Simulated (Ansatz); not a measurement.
## Run report: Mo3Si, geometry relaxation (part 1 of 2)

System: Mo3Si (P6₃/mmc, 8 atoms in the cell).
Method: DFT PBE, scalar-relativistic, plane waves, PAW, no spin polarisation (Ansatz 0.2.0).

The structure was made by swapping elements on the sites of another compound; it need not be a known phase. It belongs to a series of runs on one base structure; here: Ni3Sn (D0_19) type (P6_3/mmc, No. 194).

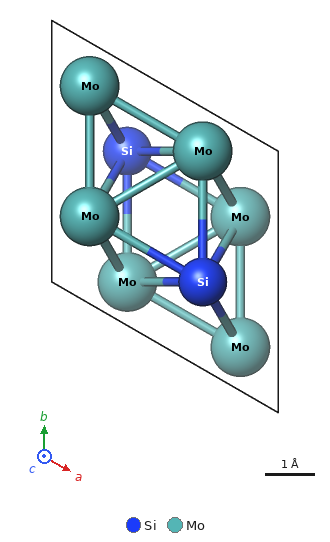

Fig. 1: The input geometry (ball-and-stick view of the cell of the calculation, along the c axis). Near neighbours in the crystal (not all of them lie inside the picture): Si has 12 Mo at 2.71 to 2.82 Å; Mo has 8 Mo at 2.71 to 2.83 Å and 4 Si at 2.71 to 2.82 Å.

### Key numbers

```json
{"quantity": "outcome", "value": "converged"}
{"quantity": "space group (tolerance 0.01 Å)", "value": "P6₃/mmc (194)"}
{"quantity": "electrons treated", "value": "92"}
{"quantity": "free energy", "value": "−31008.4335 eV"}
{"quantity": "Fermi energy", "value": "19.005 eV"}
{"quantity": "gap on the k-point mesh", "value": "none (metallic)"}
{"quantity": "pressure", "value": "0.00 GPa"}
{"quantity": "final volume", "value": "119.78 Å³"}
{"quantity": "largest force (length of the vector) at the end", "value": "under 0.001 eV/Å"}
{"quantity": "final cell", "value": "a = 5.421 Å, b = 5.421 Å, c = 4.707 Å, α = 90.00°, β = 90.00°, γ = 120.00°"}
{"quantity": "hardware", "value": "1 thread of Intel Xeon (Granite Rapids), 176 GiB of memory available, shared host"}
{"quantity": "wall time", "value": "82 s"}
{"quantity": "peak memory", "value": "0.73 GiB"}
```

### The input
```yaml
crystal:
  lattice:
    - [5.4227231416, 0.0, 0.0]
    - [-2.7113615708, 4.6962159983, 0.0]
    - [0.0, 0.0, 4.7047754357]
  atoms:
    - { symbol: Si, position: [0.3333333333, 0.6666666667, 0.25] }
    - { symbol: Si, position: [0.6666666667, 0.3333333333, 0.75] }
    - { symbol: Mo, position: [0.8330401135, 0.666080227, 0.25] }
    - { symbol: Mo, position: [0.1669598865, 0.8330401135, 0.75] }
    - { symbol: Mo, position: [0.333919773, 0.1669598865, 0.25] }
    - { symbol: Mo, position: [0.1669598865, 0.333919773, 0.75] }
    - { symbol: Mo, position: [0.8330401135, 0.1669598865, 0.25] }
    - { symbol: Mo, position: [0.666080227, 0.8330401135, 0.75] }
basis:
  ecutwfc: 420
kpoints:
  mp_grid: { grid: [12, 12, 8] }
hamiltonian:
  xc: pbe
scf:
  occupations: { method: gaussian, width: 0.1 }
output:
  forces: true
  stress: true
  eigenvalues: true
relax:
  adjacent_minimum: "off"
  f_tol: 0.01
  max_steps: 80
  cell: { stress_tol: 0.05 }
```

Command:
```bash
ansatz run input.yaml --threads 1 --pin off --max-ram 2560MiB --backend cpu --events-out ev --progress --plain --runs-dir out
```

### Output
```
Engine: ansatz 0.2.0, x86_64-unknown-linux-gnu
Pseudopotentials: kind: paw
Pseudopotential: Si, paw, valence charge 4, recommended cutoff 420 eV (normal), Si.paw.azcp
Pseudopotential: Mo, paw, valence charge 14, recommended cutoff 420 eV (normal), Mo.paw.azcp
Functional definition: PBE
  parameter kappa = 0.804
  parameter beta = 0.06672455060314922
  exchange = pbe_x(kappa = kappa, mu = beta*pi^2/3)
  correlation = pbe_c(beta = beta)
Crystal: 8 atoms, lattice volume = 119.813 Å³
Basis set: ecut = 420 eV, 2313 PW (Γ), exchange–correlation on 80×80×64 points (8 copies of the dense FFT grid, shifted against one another)
Bands: 56, of which v1, the nominal top of the filled ones, is band 46 counted from 1 (45 counted from 0)
Symmetry: 24 space group operations
Space group: P63/mmc (ITA 194), of the structure as read, at distance tolerance 4.9e-5 Å
k-points: 95 of 1152
Non-local potential: Si, projectors of the file, l = 0: 2, l = 1: 2, l = 2: 2
Non-local potential: Mo, projectors of the file, l = 0: 3, l = 1: 2, l = 2: 2, l = 3: 1
PAW form: soft (Blöchl's): semilocal exchange-correlation on the pseudo side does not see the compensation charge
PAW one-centre angular grid: Si, 110 points (default); XC on 64 Gauss nodes
PAW one-centre angular grid: Mo, 590 points (default); XC on 64 Gauss nodes
Initial density: superposition of atomic densities (neutral atoms: chi_scale 0, normalization atom), corrected by the library's trained network
Initial wavefunctions: pseudopotential atomic-orbital guess
Functional: x = pbe(κ = 0.804, μ = 0.2195149727645171), c = pbe(β = 0.06672455060314922)
SCF iter   1: F=—  HF=-31008.431797 eV  |F-HF|=—  |Δ(HF+E_count)|=         —  Δρ=6.56e-3  dr2=3.20e-2  ethr=1.77e-3  ⟨swp⟩=5.6  Hψ=18586  notcnv=0
preconditioner: auto → Kerker (q_TF=auto, 2.611 Å⁻¹)  [metal: Δε(μ)=0.003 eV  Ē_g=4.805 eV  σ=0.100 eV  W_gap=0.01  n_scr=26 (ndim 8)  ℏωp=22.5 eV  f_vac=0.000  D(μ)=5.38/eV (n_scr^D=46)]
SCF iter   2: F=—  HF=-31008.432831 eV  |F-HF|=—  |Δ(HF+E_count)|=   1.03e-3  Δρ=3.86e-3  dr2=1.09e-2  ethr=3.47e-5  ⟨swp⟩=1.9  Hψ=6724  notcnv=0
SCF iter   3: F=—  HF=-31008.432858 eV  |F-HF|=—  |Δ(HF+E_count)|=   2.67e-5  Δρ=5.56e-4  dr2=2.79e-4  ethr=1.18e-5  ⟨swp⟩=2.7  Hψ=7132  notcnv=0
SCF iter   4: F=—  HF=-31008.432840 eV  |F-HF|=—  |Δ(HF+E_count)|=   1.76e-5  Δρ=1.05e-4  dr2=6.43e-6  ethr=3.03e-7  ⟨swp⟩=2.0  Hψ=7534  notcnv=0
SCF iter   5: F=—  HF=-31008.432926 eV  |F-HF|=—  |Δ(HF+E_count)|=   8.65e-5  Δρ=1.54e-5  dr2=1.96e-7  ethr=6.99e-9  ⟨swp⟩=2.6  Hψ=7486  notcnv=0
SCF iter   6: F=-31008.432926 eV  HF=-31008.432926 eV  |F-HF|=1.42e-9  |Δ(HF+E_count)|=   1.86e-8  Δρ=2.73e-6  dr2=6.83e-9  ethr=1.09e-10  ⟨swp⟩=8.1  Hψ=19697  notcnv=0
SCF 1 converged in 6 iterations: F = -31008.432926 eV  dr2 = 6.83e-9
  greatest PAW one-centre occupation: 0.998 electrons in one spin orbital (limit 2), on the Mo atom at site 7 (counted from 0), in its partial waves of l = 0
relax step   1: F+E_penalty+E_count = -31008.43292640 eV  Δ(F+E_penalty+E_count) = +0.000e0 eV  max|allowed force component| = 5.439e-2 eV/Å  Δτ_max = 0.0000 Å  P = -0.025 GPa  Ω = 119.813 Å³  (6 SCF iters, dr2 threshold 1.00e-7 eV, accepted)
Crystal: 8 atoms, lattice volume = 119.793 Å³
Initial density: handed on by an earlier stage of this run
Initial wavefunctions: those handed on with the density
iter 1 solved again at ethr=8.73e-7 eV; its pass at ethr=3.10e-3 eV (dr2=8.03e-4 eV) is discarded
SCF iter   1: F=—  HF=-31008.433507 eV  |F-HF|=—  |Δ(HF+E_count)|=         —  Δρ=7.44e-4  dr2=8.03e-4  ethr=8.73e-7  ⟨swp⟩=2.0  Hψ=19123  notcnv=0
preconditioner: auto → Kerker (q_TF=auto, 2.611 Å⁻¹)  [metal: Δε(μ)=0.005 eV  Ē_g=4.816 eV  σ=0.100 eV  W_gap=0.03  n_scr=26 (ndim 8)  ℏωp=22.5 eV  f_vac=0.000  D(μ)=5.22/eV (n_scr^D=46)]
SCF iter   2: F=—  HF=-31008.433427 eV  |F-HF|=—  |Δ(HF+E_count)|=   8.02e-5  Δρ=4.33e-4  dr2=3.35e-4  ethr=8.73e-7  ⟨swp⟩=1.0  Hψ=5321  notcnv=0
SCF iter   3: F=—  HF=-31008.433367 eV  |F-HF|=—  |Δ(HF+E_count)|=   5.94e-5  Δρ=4.87e-5  dr2=1.16e-6  ethr=3.64e-7  ⟨swp⟩=2.0  Hψ=7189  notcnv=0
SCF iter   4: F=—  HF=-31008.433451 eV  |F-HF|=—  |Δ(HF+E_count)|=   8.41e-5  Δρ=1.05e-5  dr2=2.47e-7  ethr=1.26e-9  ⟨swp⟩=2.0  Hψ=7731  notcnv=0
iter 5 did not close the SCF: its close was put off for the readings that it lacked (scf_convergence_deferred on its scf_iter line)
SCF iter   5: F=-31008.433451 eV  HF=-31008.433451 eV  |F-HF|=9.02e-10  |Δ(HF+E_count)|=   4.81e-8  Δρ=2.11e-6  dr2=4.36e-9  ethr=2.68e-10  ⟨swp⟩=2.0  Hψ=7197  notcnv=0
SCF iter   6: F=-31008.433451 eV  HF=-31008.433451 eV  |F-HF|=4.00e-11  |Δ(HF+E_count)|=  2.91e-10  Δρ=3.49e-7  dr2=1.18e-10  ethr=4.74e-12  ⟨swp⟩=1.7  Hψ=13634  notcnv=0
SCF 2 converged in 6 iterations: F = -31008.433451 eV  dr2 = 1.18e-10
  greatest PAW one-centre occupation: 0.998 electrons in one spin orbital (limit 2), on the Mo atom at site 6 (counted from 0), in its partial waves of l = 0
relax step   2: F+E_penalty+E_count = -31008.43345108 eV  Δ(F+E_penalty+E_count) = -5.247e-4 eV  max|allowed force component| = 9.491e-3 eV/Å  Δτ_max = 0.0037 Å  P = -0.036 GPa  Ω = 119.793 Å³  energy of the carried Pulay correction = +5.196e-6 eV  (6 SCF iters, dr2 threshold 1.85e-7 eV, accepted)
Crystal: 8 atoms, lattice volume = 119.781 Å³
iter 1 solved again at ethr=8.33e-9 eV; its pass at ethr=3.10e-3 eV (dr2=7.66e-6 eV) is discarded
SCF iter   1: F=—  HF=-31008.433429 eV  |F-HF|=—  |Δ(HF+E_count)|=         —  Δρ=1.18e-4  dr2=1.12e-5  ethr=8.33e-9  ⟨swp⟩=3.1  Hψ=25256  notcnv=0
preconditioner: auto → Kerker (q_TF=auto, 2.611 Å⁻¹)  [metal: Δε(μ)=0.003 eV  Ē_g=4.817 eV  σ=0.100 eV  W_gap=0.02  n_scr=26 (ndim 8)  ℏωp=22.5 eV  f_vac=0.000  D(μ)=5.23/eV (n_scr^D=46)]
SCF iter   2: F=—  HF=-31008.433512 eV  |F-HF|=—  |Δ(HF+E_count)|=   8.28e-5  Δρ=6.89e-5  dr2=4.20e-6  ethr=8.33e-9  ⟨swp⟩=1.0  Hψ=5320  notcnv=0
SCF iter   3: F=—  HF=-31008.433511 eV  |F-HF|=—  |Δ(HF+E_count)|=   1.20e-6  Δρ=7.50e-6  dr2=4.85e-8  ethr=4.56e-9  ⟨swp⟩=2.0  Hψ=7174  notcnv=0
iter 4 did not close the SCF: its close was put off for the readings that it lacked (scf_convergence_deferred on its scf_iter line)
SCF iter   4: F=-31008.433511 eV  HF=-31008.433511 eV  |F-HF|=9.09e-11  |Δ(HF+E_count)|=   7.92e-9  Δρ=1.31e-6  dr2=7.40e-10  ethr=5.27e-11  ⟨swp⟩=2.4  Hψ=8223  notcnv=0
iter 5 did not close the SCF: its close was put off for the readings that it lacked (scf_convergence_deferred on its scf_iter line)
SCF iter   5: F=-31008.433511 eV  HF=-31008.433511 eV  |F-HF|=3.64e-12  |Δ(HF+E_count)|=  9.82e-11  Δρ=1.88e-7  dr2=2.57e-11  ethr=1.00e-12  ⟨swp⟩=2.3  Hψ=8551  notcnv=0
SCF iter   6: F=-31008.433511 eV  HF=-31008.433511 eV  |F-HF|=1.09e-11  |Δ(HF+E_count)|=    0.00e0  Δρ=3.76e-8  dr2=1.24e-12  ethr=1.00e-12  ⟨swp⟩=1.0  Hψ=11031  notcnv=0
SCF 3 converged in 6 iterations: F = -31008.433511 eV  dr2 = 1.24e-12
relax step   3: F+E_penalty+E_count = -31008.43351056 eV  Δ(F+E_penalty+E_count) = -5.948e-5 eV  max|allowed force component| = 2.632e-4 eV/Å  Δτ_max = 0.0003 Å  P = -0.001 GPa  Ω = 119.781 Å³  energy of the carried Pulay correction = +8.186e-6 eV  (6 SCF iters, dr2 threshold 2.71e-8 eV, accepted)
Initial wavefunctions: pseudopotential atomic-orbital guess (no wavefunctions were taken with the density)
iter 1 solved again at ethr=7.83e-8 eV; its pass at ethr=3.10e-3 eV (dr2=7.20e-5 eV) is discarded
SCF iter   1: F=—  HF=-31008.433418 eV  |F-HF|=—  |Δ(HF+E_count)|=         —  Δρ=1.90e-6  dr2=1.61e-9  ethr=7.83e-8  ⟨swp⟩=3.1  Hψ=31709  notcnv=0
eigensolver tolerance schedule: the retry pair's looser diagonalisation over-reported the residual by 44818.34 of it (diagonalisation noise at an unbounded share of the residual, at the tolerance the schedule requests for it); recorded, not acted on — ethr = c·dr2/N_el stays at c = 1.0e-1
SCF iter   2: F=—  HF=-31008.433503 eV  |F-HF|=—  |Δ(HF+E_count)|=   8.52e-5  Δρ=9.69e-7  dr2=2.99e-10  ethr=1.75e-12  ⟨swp⟩=3.2  Hψ=13377  notcnv=0
SCF iter   3: F=—  HF=-31008.433503 eV  |F-HF|=—  |Δ(HF+E_count)|=  7.64e-11  Δρ=6.28e-7  dr2=1.32e-10  ethr=1.00e-12  ⟨swp⟩=1.0  Hψ=5320  notcnv=0
iter 4 did not close the SCF: its close was put off for the readings that it lacked (scf_convergence_deferred on its scf_iter line)
SCF iter   4: F=-31008.433503 eV  HF=-31008.433503 eV  |F-HF|=3.64e-12  |Δ(HF+E_count)|=  5.46e-11  Δρ=6.10e-8  dr2=3.03e-12  ethr=1.00e-12  ⟨swp⟩=1.0  Hψ=5320  notcnv=0
iter 5 did not close the SCF: its close was put off for the readings that it lacked (scf_convergence_deferred on its scf_iter line)
SCF iter   5: F=-31008.433503 eV  HF=-31008.433503 eV  |F-HF|=1.82e-11  |Δ(HF+E_count)|=  7.28e-12  Δρ=2.34e-8  dr2=7.63e-13  ethr=1.00e-12  ⟨swp⟩=1.0  Hψ=5320  notcnv=0
iter 6 did not close the SCF: its close was put off for the readings that it lacked (scf_convergence_deferred on its scf_iter line)
SCF iter   6: F=-31008.433503 eV  HF=-31008.433503 eV  |F-HF|=1.82e-11  |Δ(HF+E_count)|=  2.18e-11  Δρ=1.35e-8  dr2=1.23e-13  ethr=1.00e-12  ⟨swp⟩=1.0  Hψ=5320  notcnv=0
iter 7 did not close the SCF: its close was put off for the readings that it lacked (scf_convergence_deferred on its scf_iter line)
SCF iter   7: F=-31008.433503 eV  HF=-31008.433503 eV  |F-HF|=7.28e-12  |Δ(HF+E_count)|=  1.46e-11  Δρ=6.89e-9  dr2=3.72e-14  ethr=1.00e-12  ⟨swp⟩=1.0  Hψ=5320  notcnv=0
SCF iter   8: F=-31008.433503 eV  HF=-31008.433503 eV  |F-HF|=0.00e0  |Δ(HF+E_count)|=    0.00e0  Δρ=2.94e-9  dr2=5.67e-15  ethr=1.00e-12  ⟨swp⟩=1.0  Hψ=11020  notcnv=0
SCF 4 converged in 8 iterations: F = -31008.433503 eV  dr2 = 5.67e-15
relax step   4: F+E_penalty+E_count = -31008.43350300 eV  Δ(F+E_penalty+E_count) = +7.561e-6 eV  max|allowed force component| = 2.650e-4 eV/Å  Δτ_max = 0.0000 Å  P = -0.001 GPa  Ω = 119.781 Å³  stress off target by 1.85e-2 GPa  SCF on the basis re-selected at this cell (its energy is not comparable with the rows above)  (8 SCF iters)
```

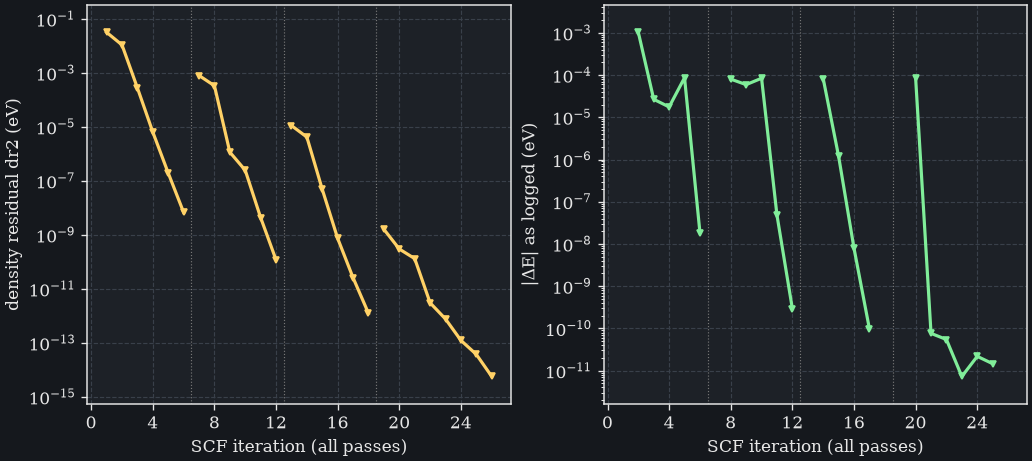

Fig. 2: Convergence of the self-consistent field: density residual dr2 and size of the energy change against the SCF iteration. The dotted lines part the SCF passes of the relaxation: geometry steps, rejected trials and re-solves on a re-selected basis. The passes take 6, 6, 6 and 8 iterations.
